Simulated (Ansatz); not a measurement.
## Run report: SiO$_{2}$, geometry relaxation (part 1 of 2)

The run: geometry relaxation of SiO$_{2}$ (12 atoms in the cell). Method and program: DFT, PBE, plane-wave PAW, default files, scalar-relativistic, no spin polarisation (Ansatz 0.2.0).

The structure derives from an entry of the Crystallography Open Database. It belongs to a series of runs on one base structure; here: ions relaxed at fixed cell.

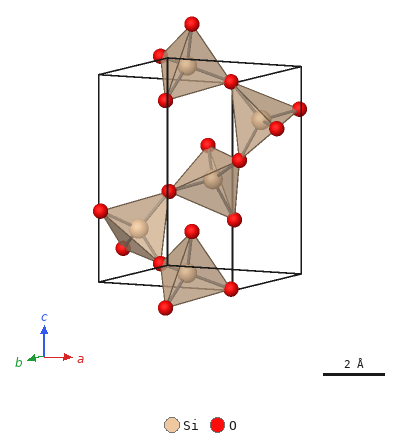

*The structure as given in the input (polyhedral view of the cell of the calculation, seen at an oblique angle; polyhedra are completed across the faces of the cell).*

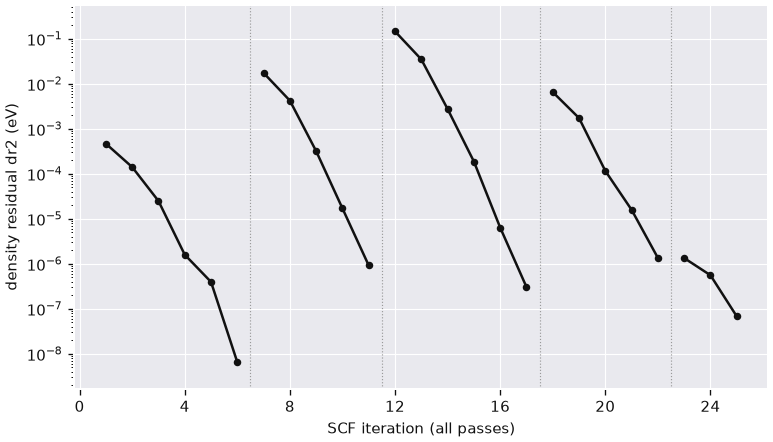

*Convergence of the self-consistent field: density residual dr2 against the SCF iteration. The dotted lines part the SCF passes of the relaxation: geometry steps, rejected trials and re-solves on a re-selected basis.*

The 5 passes take 3 to 6 iterations each, 25 in all.

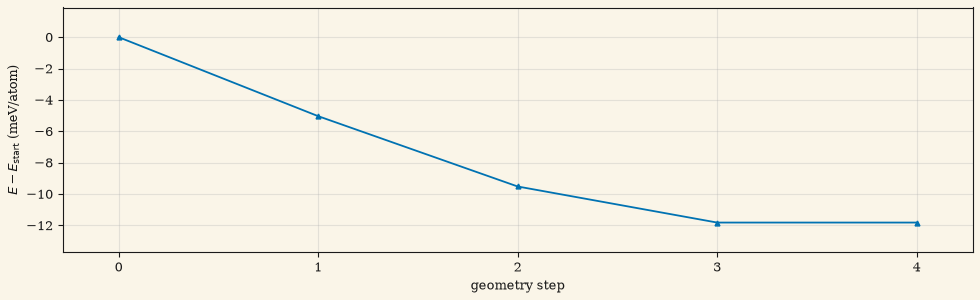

*Progress of the relaxation, step by step (the first geometry is step 0 here and step 1 in the log).*

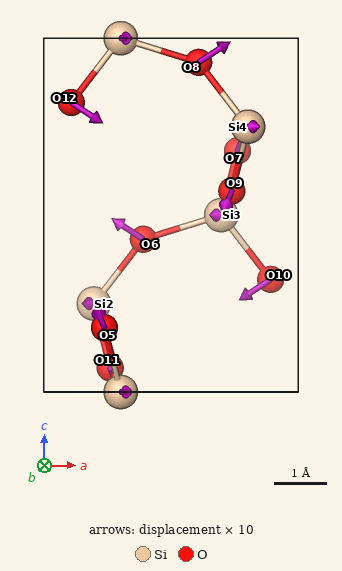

*The starting structure with the displacements as pink arrows, magnified 10 times (ball-and-stick view of the cell of the calculation, along the b axis).*

The largest moves, 0.077 Å, are those of 8 atoms (O5, O6, O7, O8 and others). By element the largest moves are O 0.077 Å, Si 0.034 Å. The cell stays as it was. Distances before and after: Si1–O11 1.599 → 1.625 Å, Si1–O12 1.608 → 1.626 Å. Among the angles that change: Si1–O12–Si4 145.1° → 141.3°. The space group stays P4_12_12 (No. 92). Over 4 geometry steps the energy falls by 11.8 meV per atom. The largest force component goes from 0.45 to 0.014 eV/Å. (Atoms are counted from 1 in the order of the input.)

The input and output of the run follow.

Input file:
```yaml
crystal:
  lattice:
    - [4.9501, 0.0, 0.0]
    - [0.0, 4.9501, 0.0]
    - [0.0, 0.0, 6.876]
  atoms:
    - { symbol: Si, position: [0.3027, 0.3027, 0.0] }
    - { symbol: Si, position: [0.1973, 0.8027, 0.25] }
    - { symbol: Si, position: [0.6973, 0.6973, 0.5] }
    - { symbol: Si, position: [0.8027, 0.1973, 0.75] }
    - { symbol: O, position: [0.2388, 0.1086, 0.1817] }
    - { symbol: O, position: [0.3914, 0.7388, 0.4317] }
    - { symbol: O, position: [0.7612, 0.8914, 0.6817] }
    - { symbol: O, position: [0.6086, 0.2612, 0.9317] }
    - { symbol: O, position: [0.7388, 0.3914, 0.5683] }
    - { symbol: O, position: [0.8914, 0.7612, 0.3183] }
    - { symbol: O, position: [0.2612, 0.6086, 0.0683] }
    - { symbol: O, position: [0.1086, 0.2388, 0.8183] }
kpoints:
  mp_grid: { grid: [5, 5, 4] }
scf:
  occupations: { method: fermi_dirac, width: 0.02 }
hamiltonian:
  xc: pbe
  pseudopotentials: { kind: paw }
output:
  forces: true
  stress: true
  populations: true
  efg: { quadrupole_moments_barn: { O: -0.02558 }, contact_densities: true }
relax:
  f_tol: 0.02
  max_steps: 60
```

Run as:
```bash
ansatz run input.yaml --threads 1 --pin off --max-ram 2560MiB --backend cpu --events-out ev --progress --plain --runs-dir out
```

The program's output:
```
Warning: output.stress: scf.convergence.dr2_threshold = 1e-7 eV (the SCF's general default) is looser than the 1.2e-9 eV advised for a printed stress (1e-10 eV for each atom of the cell: 12). What an SCF threshold leaves in a stress goes as its square root, and in the free energy as the threshold itself, and one threshold admits the most on a small cell: of the crystals measured, under no hybrid functional and no lock of the moments, on runs that ended without the residual-converged pass, on stresses that held no estimate of that error, the worst erred by over 100 MPa in a component at 1e-7 eV an atom and by under 5 at 1e-10. Every solve of this run answers to scf.convergence.dr2_threshold, and the tensor of one is reported: a single SCF on the reported geometry and on this run's grids (its basis.xc_grid and basis.ecutrho_ratio typed), with scf.convergence.dr2_threshold at 1.2e-9 eV or tighter, prints it and tightens no other solve. Else set scf.convergence.dr2_threshold to 1.2e-9 eV or tighter. The threshold is an SCF's pass mark: one that does not reach it within its budget of iterations ends unconverged, or closes short of it on a stop that the run arms, and scf.convergence.dr2_threshold's page says what that costs each kind of run
Engine: ansatz 0.2.0, x86_64-unknown-linux-gnu
Pseudopotentials: kind: paw
Pseudopotential: Si, paw, valence charge 4, recommended cutoff 420 eV (normal), Si.paw.azcp
Pseudopotential: O, paw, valence charge 6, recommended cutoff 420 eV (normal), O.paw.azcp
Functional definition: PBE
  parameter kappa = 0.804
  parameter beta = 0.06672455060314922
  exchange = pbe_x(kappa = kappa, mu = beta*pi^2/3)
  correlation = pbe_c(beta = beta)
Crystal: 12 atoms, lattice volume = 168.486 Å³
Basis set: ecut = 420 eV, 3291 PW (Γ), exchange–correlation on 72×72×96 points (8 copies of the dense FFT grid, shifted against one another)
Bands: 44, of which v1, the nominal top of the filled ones, is band 32 counted from 1 (31 counted from 0)
Symmetry: 8 space group operations
Space group: P41212 (ITA 92), of the structure as read, at distance tolerance 5.5e-5 Å
k-points: 18 of 100 (time reversal used)
Non-local potential: Si, projectors of the file, l = 0: 2, l = 1: 2, l = 2: 2
Non-local potential: O, projectors of the file, l = 0: 2, l = 1: 2, l = 2: 1
PAW form: soft (Blöchl's): semilocal exchange-correlation on the pseudo side does not see the compensation charge
PAW one-centre angular grid: Si, 110 points (default); XC on 64 Gauss nodes
PAW one-centre angular grid: O, 110 points (default); XC on 64 Gauss nodes
Initial density: superposition of atomic densities (neutral atoms: chi_scale 0, normalization atom), corrected by the library's trained network
Initial wavefunctions: pseudopotential atomic-orbital guess
Functional: x = pbe(κ = 0.804, μ = 0.2195149727645171), c = pbe(β = 0.06672455060314922)
SCF iter   1: F=—  HF=-7096.167048 eV  |F-HF|=—  |Δ(HF+E_count)|=         —  Δρ=1.03e-3  dr2=4.63e-4  ethr=1.77e-3  ⟨swp⟩=7.4  Hψ=4091  notcnv=0  defer=11
preconditioner: auto → Resta (q_TF=auto, 2.322 Å⁻¹)  ε∞=2.8  [insulator: Δε(μ)=5.817 eV  Ē_g=16.903 eV  σ=0.020 eV  W_gap=1.00  n_scr=36 (ndim 8)  ℏωp=22.9 eV  f_vac=0.219  D(μ)=0.00/eV (n_scr^D=0)  ε∞_Penn≈2.8]
SCF iter   2: F=—  HF=-7096.170620 eV  |F-HF|=—  |Δ(HF+E_count)|=   3.57e-3  Δρ=5.45e-4  dr2=1.40e-4  ethr=7.23e-7  ⟨swp⟩=2.9  Hψ=1812  notcnv=0  defer=96
SCF iter   3: F=—  HF=-7096.171554 eV  |F-HF|=—  |Δ(HF+E_count)|=   9.34e-4  Δρ=1.57e-4  dr2=2.47e-5  ethr=2.18e-7  ⟨swp⟩=2.0  Hψ=1376  notcnv=0  defer=96
iter 4 did not close the SCF: its close was put off for the readings that it lacked (scf_convergence_deferred on its scf_iter line)
SCF iter   4: F=-7096.171571 eV  HF=-7096.171570 eV  |F-HF|=1.54e-6  |Δ(HF+E_count)|=   1.56e-5  Δρ=4.47e-5  dr2=1.58e-6  ethr=3.86e-8  ⟨swp⟩=2.0  Hψ=1140  notcnv=0  defer=96
iter 5 did not close the SCF: its close was put off for the readings that it lacked (scf_convergence_deferred on its scf_iter line)
SCF iter   5: F=-7096.171571 eV  HF=-7096.171571 eV  |F-HF|=5.08e-7  |Δ(HF+E_count)|=   1.29e-6  Δρ=1.98e-5  dr2=3.92e-7  ethr=2.46e-9  ⟨swp⟩=3.0  Hψ=1334  notcnv=0  defer=96
SCF iter   6: F=-7096.171572 eV  HF=-7096.171572 eV  |F-HF|=9.13e-9  |Δ(HF+E_count)|=   5.80e-7  Δρ=2.29e-6  dr2=6.45e-9  ethr=6.13e-10  ⟨swp⟩=1.8  Hψ=2041  notcnv=0
SCF 1 converged in 6 iterations: F = -7096.171572 eV  dr2 = 6.45e-9
  greatest PAW one-centre occupation: 0.863 electrons in one spin orbital (limit 2), on the O atom at site 11 (counted from 0), in its partial waves of l = 0
relax step   1: F+E_penalty+E_count = -7096.17157155 eV  Δ(F+E_penalty+E_count) = +0.000e0 eV  max|allowed force component| = 4.473e-1 eV/Å  Δτ_max = 0.0000 Å  (6 SCF iters, dr2 threshold 1.00e-5 eV, accepted)
Initial density: handed on by an earlier stage of this run
Initial wavefunctions: those handed on with the density
iter 1 solved again at ethr=2.64e-5 eV; its pass at ethr=3.10e-3 eV (dr2=1.69e-2 eV) is discarded
SCF iter   1: F=—  HF=-7096.237161 eV  |F-HF|=—  |Δ(HF+E_count)|=         —  Δρ=3.93e-3  dr2=1.73e-2  ethr=2.64e-5  ⟨swp⟩=2.2  Hψ=2668  notcnv=0  defer=100
preconditioner: auto → Resta (q_TF=auto, 2.322 Å⁻¹)  ε∞=2.8  [insulator: Δε(μ)=5.768 eV  Ē_g=16.826 eV  σ=0.020 eV  W_gap=1.00  n_scr=36 (ndim 8)  ℏωp=22.9 eV  f_vac=0.213  D(μ)=0.00/eV (n_scr^D=0)  ε∞_Penn≈2.8]
SCF iter   2: F=—  HF=-7096.232756 eV  |F-HF|=—  |Δ(HF+E_count)|=   4.40e-3  Δρ=1.93e-3  dr2=4.19e-3  ethr=2.64e-5  ⟨swp⟩=3.0  Hψ=1316  notcnv=0  defer=100
SCF iter   3: F=—  HF=-7096.232054 eV  |F-HF|=—  |Δ(HF+E_count)|=   7.02e-4  Δρ=5.40e-4  dr2=3.16e-4  ethr=6.55e-6  ⟨swp⟩=2.1  Hψ=1105  notcnv=0  defer=100
SCF iter   4: F=—  HF=-7096.231997 eV  |F-HF|=—  |Δ(HF+E_count)|=   5.74e-5  Δρ=1.27e-4  dr2=1.69e-5  ethr=4.93e-7  ⟨swp⟩=2.0  Hψ=1182  notcnv=0  defer=100
SCF iter   5: F=-7096.232006 eV  HF=-7096.232005 eV  |F-HF|=1.01e-6  |Δ(HF+E_count)|=   8.42e-6  Δρ=2.10e-5  dr2=9.10e-7  ethr=1.95e-8  ⟨swp⟩=4.0  Hψ=2542  notcnv=0
SCF 2 converged in 5 iterations: F = -7096.232006 eV  dr2 = 9.10e-7
  greatest PAW one-centre occupation: 0.863 electrons in one spin orbital (limit 2), on the O atom at site 4 (counted from 0), in its partial waves of l = 0
relax step   2: F+E_penalty+E_count = -7096.23200613 eV  Δ(F+E_penalty+E_count) = -6.043e-2 eV  max|allowed force component| = 3.078e-1 eV/Å  Δτ_max = 0.0215 Å  (5 SCF iters, dr2 threshold 1.25e-5 eV, accepted)
SCF iter   1: F=—  HF=-7096.334465 eV  |F-HF|=—  |Δ(HF+E_count)|=         —  Δρ=1.14e-2  dr2=1.45e-1  ethr=2.38e-3  ⟨swp⟩=4.4  Hψ=2188  notcnv=0  defer=113
preconditioner: auto → Resta (q_TF=auto, 2.322 Å⁻¹)  ε∞=2.9  [insulator: Δε(μ)=5.558 eV  Ē_g=16.542 eV  σ=0.020 eV  W_gap=1.00  n_scr=36 (ndim 8)  ℏωp=22.9 eV  f_vac=0.201  D(μ)=0.00/eV (n_scr^D=0)  ε∞_Penn≈2.9]
SCF iter   2: F=—  HF=-7096.294772 eV  |F-HF|=—  |Δ(HF+E_count)|=   3.97e-2  Δρ=5.40e-3  dr2=3.46e-2  ethr=2.27e-4  ⟨swp⟩=3.6  Hψ=1465  notcnv=0  defer=109
SCF iter   3: F=—  HF=-7096.286458 eV  |F-HF|=—  |Δ(HF+E_count)|=   8.31e-3  Δρ=1.59e-3  dr2=2.73e-3  ethr=5.40e-5  ⟨swp⟩=3.0  Hψ=1304  notcnv=0  defer=109
SCF iter   4: F=—  HF=-7096.285737 eV  |F-HF|=—  |Δ(HF+E_count)|=   7.20e-4  Δρ=4.10e-4  dr2=1.86e-4  ethr=4.27e-6  ⟨swp⟩=2.0  Hψ=1208  notcnv=0  defer=109
SCF iter   5: F=—  HF=-7096.285807 eV  |F-HF|=—  |Δ(HF+E_count)|=   6.99e-5  Δρ=5.61e-5  dr2=6.34e-6  ethr=2.91e-7  ⟨swp⟩=2.6  Hψ=1306  notcnv=0  defer=109
SCF iter   6: F=-7096.285815 eV  HF=-7096.285815 eV  |F-HF|=4.21e-7  |Δ(HF+E_count)|=   7.34e-6  Δρ=1.29e-5  dr2=3.03e-7  ethr=9.25e-9  ⟨swp⟩=4.0  Hψ=2418  notcnv=0
SCF 3 converged in 6 iterations: F = -7096.285815 eV  dr2 = 3.03e-7
  greatest PAW one-centre occupation: 0.862 electrons in one spin orbital (limit 2), on the O atom at site 11 (counted from 0), in its partial waves of l = 0
relax step   3: F+E_penalty+E_count = -7096.28581515 eV  Δ(F+E_penalty+E_count) = -5.381e-2 eV  max|allowed force component| = 4.549e-1 eV/Å  Δτ_max = 0.0651 Å  (6 SCF iters, dr2 threshold 5.92e-6 eV, accepted)
SCF iter   1: F=—  HF=-7096.313721 eV  |F-HF|=—  |Δ(HF+E_count)|=         —  Δρ=3.08e-3  dr2=6.50e-3  ethr=2.21e-4  ⟨swp⟩=4.9  Hψ=2078  notcnv=0  defer=101
preconditioner: auto → Resta (q_TF=auto, 2.322 Å⁻¹)  ε∞=2.9  [insulator: Δε(μ)=5.651 eV  Ē_g=16.616 eV  σ=0.020 eV  W_gap=1.00  n_scr=36 (ndim 8)  ℏωp=22.9 eV  f_vac=0.198  D(μ)=0.00/eV (n_scr^D=0)  ε∞_Penn≈2.9]
SCF iter   2: F=—  HF=-7096.313238 eV  |F-HF|=—  |Δ(HF+E_count)|=   4.82e-4  Δρ=1.55e-3  dr2=1.72e-3  ethr=1.02e-5  ⟨swp⟩=2.7  Hψ=1388  notcnv=0  defer=101
SCF iter   3: F=—  HF=-7096.313415 eV  |F-HF|=—  |Δ(HF+E_count)|=   1.76e-4  Δρ=3.03e-4  dr2=1.15e-4  ethr=2.69e-6  ⟨swp⟩=2.2  Hψ=1254  notcnv=0  defer=101
SCF iter   4: F=—  HF=-7096.313414 eV  |F-HF|=—  |Δ(HF+E_count)|=   6.73e-7  Δρ=1.02e-4  dr2=1.57e-5  ethr=1.53e-7  ⟨swp⟩=3.0  Hψ=2692  notcnv=0
SCF iter   5: F=-7096.313422 eV  HF=-7096.313421 eV  |F-HF|=1.08e-6  |Δ(HF+E_count)|=   6.91e-6  Δρ=2.53e-5  dr2=1.34e-6  ethr=2.45e-8  ⟨swp⟩=3.6  Hψ=2032  notcnv=0
SCF 4 converged in 5 iterations: F = -7096.313422 eV  dr2 = 1.34e-6
relax step   4: F+E_penalty+E_count = -7096.31342187 eV  Δ(F+E_penalty+E_count) = -2.761e-2 eV  max|allowed force component| = 1.360e-2 eV/Å  Δτ_max = 0.0289 Å  (5 SCF iters, dr2 threshold 9.80e-5 eV, accepted)
iter 1 solved again at ethr=2.08e-9 eV; its pass at ethr=3.10e-3 eV (dr2=1.33e-6 eV) is discarded
SCF iter   1: F=—  HF=-7096.313458 eV  |F-HF|=—  |Δ(HF+E_count)|=         —  Δρ=2.60e-5  dr2=1.33e-6  ethr=2.08e-9  ⟨swp⟩=1.0  Hψ=2016  notcnv=0  defer=101
preconditioner: auto → Resta (q_TF=auto, 2.322 Å⁻¹)  ε∞=2.9  [insulator: Δε(μ)=5.645 eV  Ē_g=16.613 eV  σ=0.020 eV  W_gap=1.00  n_scr=36 (ndim 8)  ℏωp=22.9 eV  f_vac=0.199  D(μ)=0.00/eV (n_scr^D=0)  ε∞_Penn≈2.9]
SCF iter   2: F=—  HF=-7096.313421 eV  |F-HF|=—  |Δ(HF+E_count)|=   3.63e-5  Δρ=1.42e-5  dr2=5.52e-7  ethr=2.08e-9  ⟨swp⟩=3.0  Hψ=1419  notcnv=0  defer=101
SCF iter   3: F=-7096.313422 eV  HF=-7096.313422 eV  |F-HF|=4.42e-9  |Δ(HF+E_count)|=   6.31e-7  Δρ=7.09e-6  dr2=6.74e-8  ethr=1.56e-10  ⟨swp⟩=3.0  Hψ=3052  notcnv=0
SCF 5 converged in 3 iterations: F = -7096.313422 eV  dr2 = 6.74e-8
```
